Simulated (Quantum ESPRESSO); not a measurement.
## A series of single points on Hf

System: Hf (P6₃/mmc, 2 atoms in the cell).
Method: Kohn-Sham DFT of a periodic cell, PBEsol, PseudoDojo 0.4.1 SR PBEsol standard, no spin polarisation (Quantum ESPRESSO 7.5).

The 7 runs differ only in the geometry, by an even scaling of the cell at fixed fractional positions. The structure derives from an entry of the Crystallography Open Database.

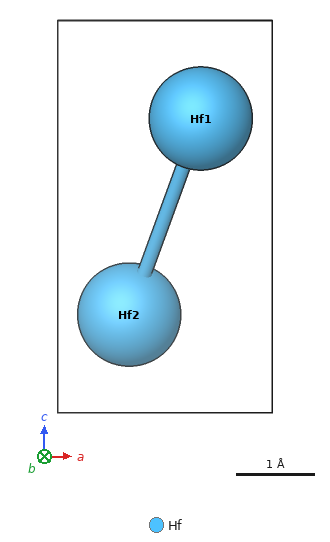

Figure 1. The structure of run 4 (ball-and-stick view of the cell of the calculation, along the b axis; atoms are numbered from 1 in the order of the input).

### Input of run 4
```
&CONTROL
  calculation = 'scf'
  prefix = 'pwscf'
  outdir = './tmp'
  pseudo_dir = './pseudo'
  tprnfor = .true.
  tstress = .true.
  disk_io = 'nowf'
/
&SYSTEM
  ibrav = 0
  nat = 2
  ntyp = 1
  ecutwfc = 58
  nbnd = 19
  occupations = 'smearing'
  smearing = 'fd'
  degauss = 0.00367493
/
&ELECTRONS
  conv_thr = 4d-10
  electron_maxstep = 120
  mixing_beta = 0.5
/
ATOMIC_SPECIES
Hf   178.4900 Hf.upf
CELL_PARAMETERS angstrom
   3.1967000000    0.0000000000    0.0000000000
  -1.5983500000    2.7684234083    0.0000000000
   0.0000000000    0.0000000000    5.0578000000
ATOMIC_POSITIONS crystal
Hf     0.6666666667    0.3333333333    0.7500000000
Hf     0.3333333333    0.6666666667    0.2500000000
K_POINTS automatic
10 10 5 0 0 0
```

Command:
```bash
OMP_NUM_THREADS=1 pw.x -in pw.in > pw.out
```

Lattice vectors (Å) and fractional positions of run 4:
```
   3.196700    0.000000    0.000000
  -1.598350    2.768423    0.000000
   0.000000    0.000000    5.057800
Hf  0.666667  0.333333  0.750000
Hf  0.333333  0.666667  0.250000
```

Run 3 differs from it as follows:
```diff
-   3.1967000000    0.0000000000    0.0000000000
-  -1.5983500000    2.7684234083    0.0000000000
-   0.0000000000    0.0000000000    5.0578000000
+   3.1752449911    0.0000000000    0.0000000000
+  -1.5876224956    2.7498428256    0.0000000000
+   0.0000000000    0.0000000000    5.0238540107
```

### Results, with one run withheld

```tsv
run	volume per atom (Å³)	free energy per atom, from the lowest run given (meV)	pressure (GPa)
1	21.037	6.01	3.43
2	21.485	0.00	0.88
3	21.933	?	?
4	22.380	7.81	−3.57
5	22.828	20.50	−5.51
6	23.276	38.37	−7.28
7	23.723	60.93	−8.88
```

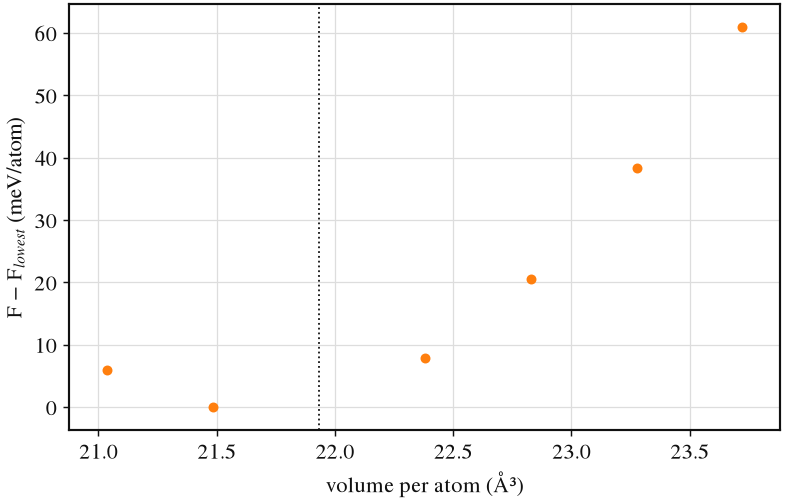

Figure 2. Free energy per atom of the runs given; the dotted line marks run 3.

Fit the runs given and predict run 3.

A cubic polynomial in V^(−2/3) (the Birch–Murnaghan form), fitted to the 6 runs given, misses them by under 0.01 meV per atom. With x = V^(−2/3) − 0.12577 Å⁻², it reads F = 8.7171 − 6231.2 x + 1.0645e+06 x² − 2.3726e+06 x³ (meV per atom). At run 3 it gives 0.81 meV per atom, and the run itself gives 0.80. The slope of the fit gives a pressure −dF/dV of −1.43 GPa there, and the run prints −1.45 GPa. The fit has its minimum at 21.652 Å³ per atom, where V d²F/dV² gives 114 GPa. Cell shape and fractional positions are held, so this is the stiffness under even scaling; the relaxed bulk modulus wasn't computed.

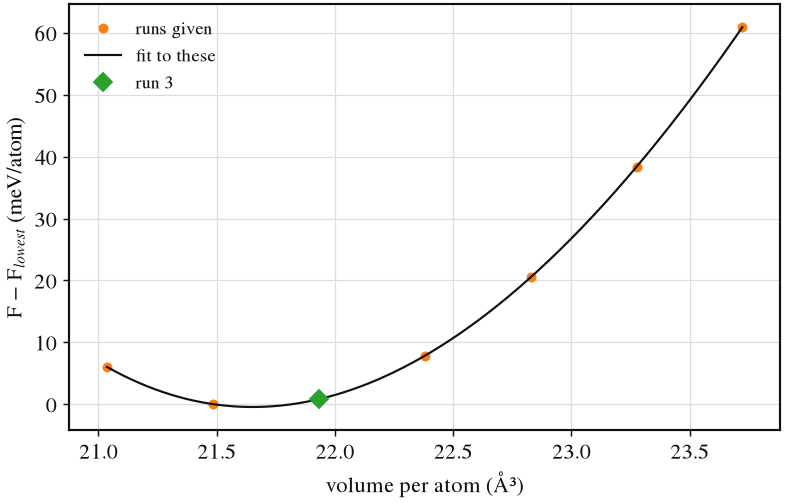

Figure 3. The fit and the withheld run.

### Some lines of the output (run 3)
```
[...]
     unit-cell volume          =     296.0184 (a.u.)^3
     number of k points=    42  Fermi-Dirac smearing, width (Ry)=  0.0037
     total energy              =    -225.52504822 Ry
     total energy              =    -225.52602941 Ry
     total energy              =    -225.52666243 Ry
     total energy              =    -225.52669791 Ry
     total energy              =    -225.52669994 Ry
     total energy              =    -225.52670013 Ry
     the Fermi energy is    14.7763 ev
!    total energy              =    -225.52670018 Ry
     The total energy is F=E-TS. E is the sum of the following terms:
     Computing stress (Cartesian axis) and pressure
          total   stress  (Ry/bohr**3)                   (kbar)     P=      -14.46
```

Notes: Spin–orbit coupling is left out, which matters for Hf.
